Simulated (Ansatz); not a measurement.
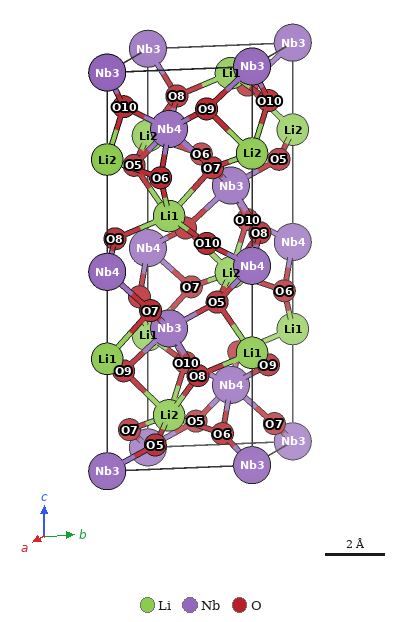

**Figure 1.** The structure as given in the input (ball-and-stick view of the cell 3 times as large as that of the calculation, set on its symmetry axes, seen slightly off an axis; atoms are numbered from 1 in the order of the input). An atom can appear more than once, as a periodic image.

**Geometry relaxation of LiNbO3 (part 1 of 2)**

System: LiNbO3 (R3c, 10 atoms in the cell).
Method: DFT PBE, scalar-relativistic, plane waves, PAW, no spin polarisation (Ansatz 0.2.0).

The structure derives from an entry of the Crystallography Open Database. It belongs to a series of runs on one base structure; here: volume × 0.94, shape and atoms relaxed. Figures and captions count atoms from 1; the log counts them from 0 in places.

The input:
```yaml
crystal:
  lattice:
    - [2.5400320921, 1.4664882121, 4.5824330995]
    - [-2.5400320921, 1.4664882121, 4.5824330995]
    - [0.0, -2.9329764242, 4.5824330995]
  atoms:
    - { symbol: Li, position: [0.2819144595, 0.2819144595, 0.2819144595] }
    - { symbol: Li, position: [0.7819144595, 0.7819144595, 0.7819144595] }
    - { symbol: Nb, position: [7.24513e-05, 7.24513e-05, 7.24513e-05] }
    - { symbol: Nb, position: [0.5000724513, 0.5000724513, 0.5000724513] }
    - { symbol: O, position: [0.1059578052, 0.3644044444, 0.7194658396] }
    - { symbol: O, position: [0.7194658396, 0.1059578052, 0.3644044444] }
    - { symbol: O, position: [0.3644044444, 0.7194658396, 0.1059578052] }
    - { symbol: O, position: [0.2194658396, 0.8644044444, 0.6059578052] }
    - { symbol: O, position: [0.8644044444, 0.6059578052, 0.2194658396] }
    - { symbol: O, position: [0.6059578052, 0.2194658396, 0.8644044444] }
basis:
  ecutwfc: 420
kpoints:
  mp_grid: { grid: [6, 6, 6] }
hamiltonian:
  xc: pbe
scf:
  occupations: { method: gaussian, width: 0.02 }
output:
  forces: true
  stress: true
  eigenvalues: true
  write_density: true
  write_potential: true
  elf: true
  volumetric_format: npy
relax:
  adjacent_minimum: "off"
  f_tol: 0.01
  max_steps: 30
  cell: { stress_tol: 0.1, fix: [volume] }
```

Hardware: 2 threads of Intel Xeon @ 2.50GHz (Skylake/Cascade Lake), 189 GiB of memory available, shared host.

Command:
```bash
ansatz run input.yaml --threads 2 --pin off --max-ram 5120MiB --backend cpu --events-out ev --progress --plain --runs-dir out
```

Log:
```
Engine: ansatz 0.2.0, x86_64-unknown-linux-gnu
Pseudopotentials: kind: paw
Pseudopotential: Li, paw, valence charge 3, recommended cutoff 420 eV (normal), Li.paw.azcp
Pseudopotential: Nb, paw, valence charge 13, recommended cutoff 420 eV (normal), Nb.paw.azcp
Pseudopotential: O, paw, valence charge 6, recommended cutoff 420 eV (normal), O.paw.azcp
Functional definition: PBE
  parameter kappa = 0.804
  parameter beta = 0.06672455060314922
  exchange = pbe_x(kappa = kappa, mu = beta*pi^2/3)
  correlation = pbe_c(beta = beta)
Crystal: 10 atoms, lattice volume = 102.415 Å³
Basis set: ecut = 420 eV, 2001 PW (Γ), exchange–correlation on 80×80×80 points (8 copies of the dense FFT grid, shifted against one another)
Bands: 44, of which v1, the nominal top of the filled ones, is band 34 counted from 1 (33 counted from 0)
Symmetry: 6 space group operations
Space group: R3c (ITA 161), of the structure as read, at distance tolerance 4.7e-5 Å
k-points: 32 of 216 (time reversal used)
Non-local potential: Li, projectors of the file, l = 0: 3, l = 1: 2, l = 2: 1
Non-local potential: Nb, projectors of the file, l = 0: 3, l = 1: 2, l = 2: 2, l = 3: 1
Non-local potential: O, projectors of the file, l = 0: 2, l = 1: 2, l = 2: 1
PAW form: soft (Blöchl's): semilocal exchange-correlation on the pseudo side does not see the compensation charge
PAW one-centre angular grid: Li, 110 points (default); XC on 64 Gauss nodes
PAW one-centre angular grid: Nb, 590 points (default); XC on 64 Gauss nodes
PAW one-centre angular grid: O, 110 points (default); XC on 64 Gauss nodes
Initial density: superposition of atomic densities (neutral atoms: chi_scale 0, normalization atom), corrected by the library's trained network
Initial wavefunctions: pseudopotential atomic-orbital guess
Functional: x = pbe(κ = 0.804, μ = 0.2195149727645171), c = pbe(β = 0.06672455060314922)
SCF iter   1: F=—  HF=-12929.302427 eV  |F-HF|=—  |Δ(HF+E_count)|=         —  Δρ=1.65e-3  dr2=9.27e-4  ethr=1.77e-3  ⟨swp⟩=6.2  Hψ=5733  notcnv=0  defer=1
preconditioner: auto → Resta (q_TF=auto, 2.548 Å⁻¹)  ε∞=5.5  [insulator: Δε(μ)=3.731 eV  Ē_g=11.940 eV  σ=0.020 eV  W_gap=1.00  n_scr=26 (ndim 8)  ℏωp=25.4 eV  f_vac=0.015  D(μ)=0.00/eV (n_scr^D=0)  ε∞_Penn≈5.5]
SCF iter   2: F=—  HF=-12929.303854 eV  |F-HF|=—  |Δ(HF+E_count)|=   1.43e-3  Δρ=9.00e-4  dr2=2.74e-4  ethr=1.36e-6  ⟨swp⟩=2.2  Hψ=2616  notcnv=0  defer=103
SCF iter   3: F=—  HF=-12929.304545 eV  |F-HF|=—  |Δ(HF+E_count)|=   6.91e-4  Δρ=4.01e-4  dr2=1.40e-4  ethr=4.03e-7  ⟨swp⟩=2.0  Hψ=2064  notcnv=0  defer=103
SCF iter   4: F=—  HF=-12929.304559 eV  |F-HF|=—  |Δ(HF+E_count)|=   1.45e-5  Δρ=8.02e-5  dr2=6.91e-6  ethr=2.06e-7  ⟨swp⟩=2.2  Hψ=1856  notcnv=0  defer=103
SCF iter   5: F=—  HF=-12929.304561 eV  |F-HF|=—  |Δ(HF+E_count)|=   1.47e-6  Δρ=2.73e-5  dr2=9.86e-7  ethr=1.02e-8  ⟨swp⟩=2.1  Hψ=1903  notcnv=0  defer=103
SCF iter   6: F=—  HF=-12929.304562 eV  |F-HF|=—  |Δ(HF+E_count)|=   1.01e-6  Δρ=1.00e-5  dr2=1.14e-7  ethr=1.45e-9  ⟨swp⟩=2.1  Hψ=1837  notcnv=0  defer=103
SCF iter   7: F=-12929.304562 eV  HF=-12929.304562 eV  |F-HF|=5.68e-9  |Δ(HF+E_count)|=   1.32e-7  Δρ=1.96e-6  dr2=3.37e-9  ethr=1.47e-10  ⟨swp⟩=13.0  Hψ=8833  notcnv=0
SCF 1 converged in 7 iterations: F = -12929.304562 eV  dr2 = 3.37e-9
  greatest PAW one-centre occupation: 1.000 electrons in one spin orbital (limit 2), on the Li atom at site 1 (counted from 0), in its partial waves of l = 0
relax step   1: F+E_penalty+E_count = -12929.30456188 eV  Δ(F+E_penalty+E_count) = +0.000e0 eV  max|allowed force component| = 4.057e-1 eV/Å  Δτ_max = 0.0000 Å  P = +10.722 GPa  Ω = 102.415 Å³  fix = [volume]  reactions: volume +10.722 GPa  (7 SCF iters, dr2 threshold 1.00e-7 eV, accepted)
Basis set: ecut = 420 eV, 1989 PW (Γ), exchange–correlation on 80×80×80 points (8 copies of the dense FFT grid, shifted against one another)
Initial density: handed on by an earlier stage of this run
Initial wavefunctions: those handed on with the density
iter 1 solved again at ethr=9.24e-6 eV; its pass at ethr=3.10e-3 eV (dr2=6.28e-3 eV) is discarded
SCF iter   1: F=—  HF=-12929.333913 eV  |F-HF|=—  |Δ(HF+E_count)|=         —  Δρ=2.23e-3  dr2=6.61e-3  ethr=9.24e-6  ⟨swp⟩=3.1  Hψ=5925  notcnv=0
preconditioner: auto → Resta (q_TF=auto, 2.548 Å⁻¹)  ε∞=5.6  [insulator: Δε(μ)=3.699 eV  Ē_g=11.851 eV  σ=0.020 eV  W_gap=1.00  n_scr=26 (ndim 8)  ℏωp=25.4 eV  f_vac=0.015  D(μ)=0.00/eV (n_scr^D=0)  ε∞_Penn≈5.6]
SCF iter   2: F=—  HF=-12929.332533 eV  |F-HF|=—  |Δ(HF+E_count)|=   1.38e-3  Δρ=1.22e-3  dr2=1.65e-3  ethr=9.24e-6  ⟨swp⟩=1.8  Hψ=1460  notcnv=0
SCF iter   3: F=—  HF=-12929.332127 eV  |F-HF|=—  |Δ(HF+E_count)|=   4.05e-4  Δρ=6.50e-4  dr2=4.63e-4  ethr=2.42e-6  ⟨swp⟩=2.2  Hψ=2050  notcnv=0
SCF iter   4: F=—  HF=-12929.332032 eV  |F-HF|=—  |Δ(HF+E_count)|=   9.51e-5  Δρ=1.50e-4  dr2=2.73e-5  ethr=6.81e-7  ⟨swp⟩=2.8  Hψ=2210  notcnv=0
SCF iter   5: F=—  HF=-12929.332033 eV  |F-HF|=—  |Δ(HF+E_count)|=   5.23e-7  Δρ=4.30e-5  dr2=1.58e-6  ethr=4.01e-8  ⟨swp⟩=2.6  Hψ=2322  notcnv=0
SCF iter   6: F=-12929.332034 eV  HF=-12929.332034 eV  |F-HF|=1.17e-8  |Δ(HF+E_count)|=   7.04e-7  Δρ=8.14e-6  dr2=7.31e-8  ethr=1.47e-9  ⟨swp⟩=9.8  Hψ=9342  notcnv=0
SCF 2 converged in 6 iterations: F = -12929.332034 eV  dr2 = 7.31e-8
relax step   2: F+E_penalty+E_count = -12929.33203355 eV  Δ(F+E_penalty+E_count) = -2.747e-2 eV  max|allowed force component| = 1.334e-1 eV/Å  Δτ_max = 0.0201 Å  P = +8.527 GPa  Ω = 102.415 Å³  energy of the carried Pulay correction = -2.147e-16 eV  fix = [volume]  reactions: volume +8.527 GPa  (6 SCF iters, dr2 threshold 1.00e-6 eV, accepted)
Basis set: ecut = 420 eV, 1995 PW (Γ), exchange–correlation on 80×80×80 points (8 copies of the dense FFT grid, shifted against one another)
iter 1 solved again at ethr=2.94e-6 eV; its pass at ethr=3.10e-3 eV (dr2=2.00e-3 eV) is discarded
SCF iter   1: F=—  HF=-12929.336037 eV  |F-HF|=—  |Δ(HF+E_count)|=         —  Δρ=1.21e-3  dr2=1.90e-3  ethr=2.94e-6  ⟨swp⟩=3.0  Hψ=6457  notcnv=0
preconditioner: auto → Resta (q_TF=auto, 2.548 Å⁻¹)  ε∞=5.6  [insulator: Δε(μ)=3.640 eV  Ē_g=11.789 eV  σ=0.020 eV  W_gap=1.00  n_scr=26 (ndim 8)  ℏωp=25.4 eV  f_vac=0.015  D(μ)=0.00/eV (n_scr^D=0)  ε∞_Penn≈5.6]
SCF iter   2: F=—  HF=-12929.335698 eV  |F-HF|=—  |Δ(HF+E_count)|=   3.38e-4  Δρ=6.70e-4  dr2=4.38e-4  ethr=2.79e-6  ⟨swp⟩=1.4  Hψ=1420  notcnv=0
SCF iter   3: F=—  HF=-12929.335626 eV  |F-HF|=—  |Δ(HF+E_count)|=   7.28e-5  Δρ=3.71e-4  dr2=1.53e-4  ethr=6.45e-7  ⟨swp⟩=2.1  Hψ=2084  notcnv=0
SCF iter   4: F=—  HF=-12929.335599 eV  |F-HF|=—  |Δ(HF+E_count)|=   2.65e-5  Δρ=8.27e-5  dr2=8.44e-6  ethr=2.25e-7  ⟨swp⟩=2.8  Hψ=2124  notcnv=0
SCF iter   5: F=-12929.335599 eV  HF=-12929.335599 eV  |F-HF|=1.26e-7  |Δ(HF+E_count)|=   2.90e-7  Δρ=2.35e-5  dr2=4.71e-7  ethr=1.47e-9  ⟨swp⟩=7.4  Hψ=9545  notcnv=0
SCF 3 converged in 5 iterations: F = -12929.335599 eV  dr2 = 4.71e-7
relax step   3: F+E_penalty+E_count = -12929.33559949 eV  Δ(F+E_penalty+E_count) = -3.566e-3 eV  max|allowed force component| = 3.510e-2 eV/Å  Δτ_max = 0.0100 Å  P = +7.536 GPa  Ω = 102.415 Å³  energy of the carried Pulay correction = +1.432e-16 eV  fix = [volume]  reactions: volume +7.536 GPa  (5 SCF iters, dr2 threshold 1.00e-6 eV, accepted)
Basis set: ecut = 420 eV, 1983 PW (Γ), exchange–correlation on 80×80×80 points (8 copies of the dense FFT grid, shifted against one another)
iter 1 solved again at ethr=8.16e-8 eV; its pass at ethr=3.10e-3 eV (dr2=5.55e-5 eV) is discarded
SCF iter   1: F=—  HF=-12929.335923 eV  |F-HF|=—  |Δ(HF+E_count)|=         —  Δρ=3.47e-4  dr2=4.46e-5  ethr=8.16e-8  ⟨swp⟩=3.8  Hψ=7115  notcnv=0
preconditioner: auto → Resta (q_TF=auto, 2.548 Å⁻¹)  ε∞=5.7  [insulator: Δε(μ)=3.628 eV  Ē_g=11.777 eV  σ=0.020 eV  W_gap=1.00  n_scr=26 (ndim 8)  ℏωp=25.4 eV  f_vac=0.015  D(μ)=0.00/eV (n_scr^D=0)  ε∞_Penn≈5.7]
SCF iter   2: F=—  HF=-12929.335917 eV  |F-HF|=—  |Δ(HF+E_count)|=   5.41e-6  Δρ=1.82e-4  dr2=1.35e-5  ethr=6.56e-8  ⟨swp⟩=1.1  Hψ=1462  notcnv=0
SCF iter   3: F=—  HF=-12929.335920 eV  |F-HF|=—  |Δ(HF+E_count)|=   2.78e-6  Δρ=7.80e-5  dr2=5.56e-6  ethr=1.98e-8  ⟨swp⟩=3.0  Hψ=2744  notcnv=0
SCF iter   4: F=—  HF=-12929.335919 eV  |F-HF|=—  |Δ(HF+E_count)|=   8.19e-7  Δρ=1.50e-5  dr2=2.02e-7  ethr=8.17e-9  ⟨swp⟩=2.0  Hψ=1921  notcnv=0
SCF iter   5: F=-12929.335919 eV  HF=-12929.335919 eV  |F-HF|=3.11e-9  |Δ(HF+E_count)|=   2.78e-8  Δρ=2.74e-6  dr2=6.71e-9  ethr=2.74e-10  ⟨swp⟩=7.5  Hψ=7847  notcnv=0
SCF 4 converged in 5 iterations: F = -12929.335919 eV  dr2 = 6.71e-9
relax step   4: F+E_penalty+E_count = -12929.33591925 eV  Δ(F+E_penalty+E_count) = -3.198e-4 eV  max|allowed force component| = 2.416e-2 eV/Å  Δτ_max = 0.0023 Å  P = +7.503 GPa  Ω = 102.415 Å³  energy of the carried Pulay correction = -3.579e-16 eV  fix = [volume]  reactions: volume +7.503 GPa  (5 SCF iters, dr2 threshold 1.86e-7 eV, accepted)
iter 1 solved again at ethr=1.56e-8 eV; its pass at ethr=3.10e-3 eV (dr2=1.06e-5 eV) is discarded
SCF iter   1: F=—  HF=-12929.336020 eV  |F-HF|=—  |Δ(HF+E_count)|=         —  Δρ=1.30e-4  dr2=1.08e-5  ethr=1.56e-8  ⟨swp⟩=2.0  Hψ=5815  notcnv=0
preconditioner: auto → Resta (q_TF=auto, 2.548 Å⁻¹)  ε∞=5.7  [insulator: Δε(μ)=3.628 eV  Ē_g=11.780 eV  σ=0.020 eV  W_gap=1.00  n_scr=26 (ndim 8)  ℏωp=25.4 eV  f_vac=0.015  D(μ)=0.00/eV (n_scr^D=0)  ε∞_Penn≈5.7]
SCF iter   2: F=—  HF=-12929.336014 eV  |F-HF|=—  |Δ(HF+E_count)|=   5.94e-6  Δρ=6.99e-5  dr2=3.73e-6  ethr=1.56e-8  ⟨swp⟩=2.4  Hψ=2155  notcnv=0
SCF iter   3: F=—  HF=-12929.336014 eV  |F-HF|=—  |Δ(HF+E_count)|=   1.25e-7  Δρ=3.81e-5  dr2=1.29e-6  ethr=5.49e-9  ⟨swp⟩=2.8  Hψ=2235  notcnv=0
SCF iter   4: F=-12929.336014 eV  HF=-12929.336014 eV  |F-HF|=1.24e-8  |Δ(HF+E_count)|=   1.88e-7  Δρ=6.75e-6  dr2=3.29e-8  ethr=5.36e-11  ⟨swp⟩=6.2  Hψ=8605  notcnv=0
SCF 5 converged in 4 iterations: F = -12929.336014 eV  dr2 = 3.29e-8
relax step   5: F+E_penalty+E_count = -12929.33601353 eV  Δ(F+E_penalty+E_count) = -9.429e-5 eV  max|allowed force component| = 2.174e-2 eV/Å  Δτ_max = 0.0015 Å  P = +7.554 GPa  Ω = 102.415 Å³  energy of the carried Pulay correction = -7.158e-17 eV  fix = [volume]  reactions: volume +7.554 GPa  (4 SCF iters, dr2 threshold 3.65e-8 eV, accepted)
iter 1 solved again at ethr=1.43e-7 eV; its pass at ethr=3.10e-3 eV (dr2=9.70e-5 eV) is discarded
SCF iter   1: F=—  HF=-12929.336127 eV  |F-HF|=—  |Δ(HF+E_count)|=         —  Δρ=3.77e-4  dr2=1.02e-4  ethr=1.43e-7  ⟨swp⟩=2.4  Hψ=5214  notcnv=0
preconditioner: auto → Resta (q_TF=auto, 2.548 Å⁻¹)  ε∞=5.7  [insulator: Δε(μ)=3.624 eV  Ē_g=11.781 eV  σ=0.020 eV  W_gap=1.00  n_scr=26 (ndim 8)  ℏωp=25.4 eV  f_vac=0.015  D(μ)=0.00/eV (n_scr^D=0)  ε∞_Penn≈5.7]
SCF iter   2: F=—  HF=-12929.336116 eV  |F-HF|=—  |Δ(HF+E_count)|=   1.13e-5  Δρ=2.01e-4  dr2=2.80e-5  ethr=1.43e-7  ⟨swp⟩=2.3  Hψ=1981  notcnv=0
SCF iter   3: F=—  HF=-12929.336109 eV  |F-HF|=—  |Δ(HF+E_count)|=   6.53e-6  Δρ=9.95e-5  dr2=9.09e-6  ethr=4.12e-8  ⟨swp⟩=2.0  Hψ=1970  notcnv=0
SCF iter   4: F=—  HF=-12929.336108 eV  |F-HF|=—  |Δ(HF+E_count)|=   1.21e-6  Δρ=2.06e-5  dr2=4.84e-7  ethr=1.34e-8  ⟨swp⟩=2.9  Hψ=2338  notcnv=0
SCF iter   5: F=-12929.336108 eV  HF=-12929.336108 eV  |F-HF|=1.25e-8  |Δ(HF+E_count)|=   6.85e-8  Δρ=4.04e-6  dr2=2.01e-8  ethr=4.35e-11  ⟨swp⟩=6.0  Hψ=8862  notcnv=0
SCF 6 converged in 5 iterations: F = -12929.336108 eV  dr2 = 2.01e-8
  greatest PAW one-centre occupation: 1.000 electrons in one spin orbital (limit 2), on the Li atom at site 0 (counted from 0), in its partial waves of l = 0
relax step   6: F+E_penalty+E_count = -12929.33610827 eV  Δ(F+E_penalty+E_count) = -9.473e-5 eV  max|allowed force component| = 3.062e-3 eV/Å  Δτ_max = 0.0037 Å  P = +7.551 GPa  Ω = 102.415 Å³  energy of the carried Pulay correction = -3.579e-16 eV  fix = [volume]  reactions: volume +7.551 GPa  (5 SCF iters, dr2 threshold 2.96e-8 eV, accepted)
Initial wavefunctions: pseudopotential atomic-orbital guess (no wavefunctions were taken with the density)
iter 1 solved again at ethr=2.44e-8 eV; its pass at ethr=3.10e-3 eV (dr2=1.66e-5 eV) is discarded
SCF iter   1: F=—  HF=-12929.335955 eV  |F-HF|=—  |Δ(HF+E_count)|=         —  Δρ=4.41e-5  dr2=7.95e-8  ethr=2.44e-8  ⟨swp⟩=3.5  Hψ=9625  notcnv=0
preconditioner: auto → Resta (q_TF=auto, 2.548 Å⁻¹)  ε∞=5.7  [insulator: Δε(μ)=3.622 eV  Ē_g=11.779 eV  σ=0.020 eV  W_gap=1.00  n_scr=26 (ndim 8)  ℏωp=25.4 eV  f_vac=0.015  D(μ)=0.00/eV (n_scr^D=0)  ε∞_Penn≈5.7]
SCF iter   2: F=—  HF=-12929.335968 eV  |F-HF|=—  |Δ(HF+E_count)|=   1.21e-5  Δρ=2.24e-5  dr2=2.61e-8  ethr=1.17e-10  ⟨swp⟩=2.0  Hψ=2472  notcnv=0
SCF iter   3: F=—  HF=-12929.335973 eV  |F-HF|=—  |Δ(HF+E_count)|=   5.74e-6  Δρ=1.19e-6  dr2=1.55e-9  ethr=3.84e-11  ⟨swp⟩=2.0  Hψ=2140  notcnv=0
SCF iter   4: F=—  HF=-12929.335973 eV  |F-HF|=—  |Δ(HF+E_count)|=   7.19e-9  Δρ=9.82e-7  dr2=9.06e-10  ethr=1.00e-12  ⟨swp⟩=6.8  Hψ=6690  notcnv=0
SCF iter   5: F=-12929.335973 eV  HF=-12929.335973 eV  |F-HF|=7.28e-12  |Δ(HF+E_count)|=  3.60e-10  Δρ=2.55e-7  dr2=6.75e-11  ethr=1.00e-12  ⟨swp⟩=4.5  Hψ=6660  notcnv=0
SCF 7 converged in 5 iterations: F = -12929.335973 eV  dr2 = 6.75e-11
relax step   7: F+E_penalty+E_count = -12929.33597333 eV  Δ(F+E_penalty+E_count) = +1.349e-4 eV  max|allowed force component| = 3.022e-3 eV/Å  Δτ_max = 0.0000 Å  P = +7.553 GPa  Ω = 102.415 Å³  fix = [volume]  reactions: volume +7.553 GPa  stress off target by 1.62e-3 GPa on what of the cell is left free  SCF on the basis re-selected at this cell (its energy is not comparable with the rows above)  (5 SCF iters)
```

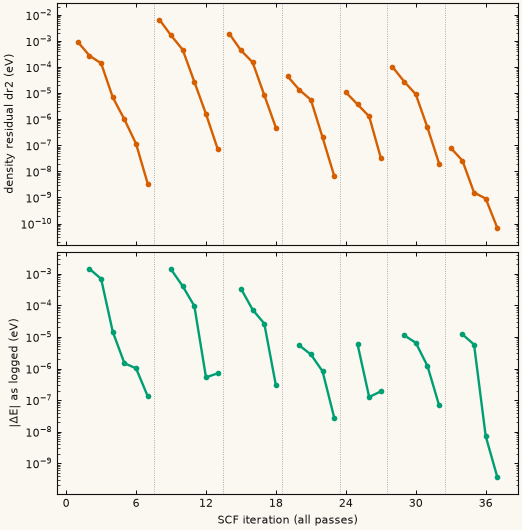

**Figure 2.** Convergence of the self-consistent field: density residual dr2 and size of the energy change against the SCF iteration. The dotted lines part the SCF passes of the relaxation: geometry steps, rejected trials and re-solves on a re-selected basis. The 7 passes take 4 to 7 iterations each, 37 in all.

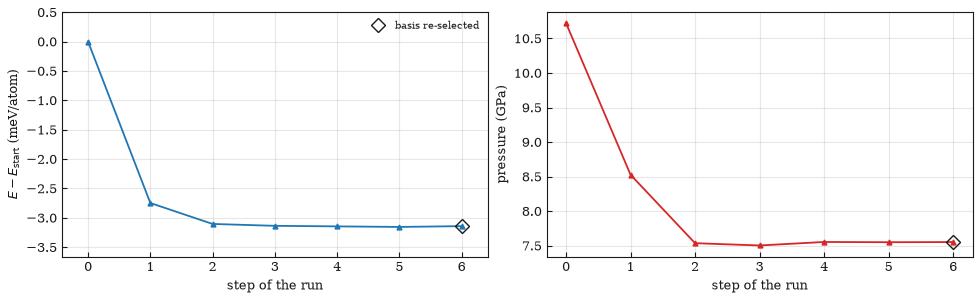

**Figure 3.** Progress of the relaxation, step by step (the first geometry is step 0 here and step 1 in the log).

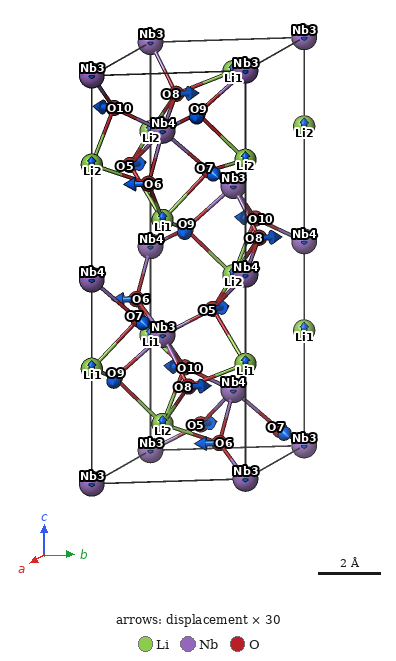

**Figure 4.** The starting structure with the displacements as blue arrows, magnified 30 times (ball-and-stick view of the cell 3 times as large as that of the calculation, set on its symmetry axes, seen slightly off an axis). The largest moves relative to the cell, 0.029 Å, are those of O5, O6, O7, O8, O9 and O10. Largest moves by element: O 0.029 Å, Li 0.010 Å, Nb 0.004 Å. The drawn cell changes at constant volume: a = b 5.080 → 5.077 Å (−0.1 %), c 13.747 → 13.766 Å (+0.1 %). Among the contacts that change: Li1–O10 2.015 → 1.993 Å, Nb3–O5 1.864 → 1.881 Å, Li1–O5 2.221 → 2.217 Å. The space group stays R3c (No. 161). After 5 geometry steps the energy has fallen by 3.2 meV per atom. Largest force component: 0.41 eV/Å at the start, 0.003 eV/Å at the end. Pressure: 10.72 GPa at the start and 7.55 GPa at the end. A last SCF at the same geometry on a re-selected plane-wave basis shifts the energy by +0.0 meV per atom. (Atoms are counted from 1 in the order of the input.)
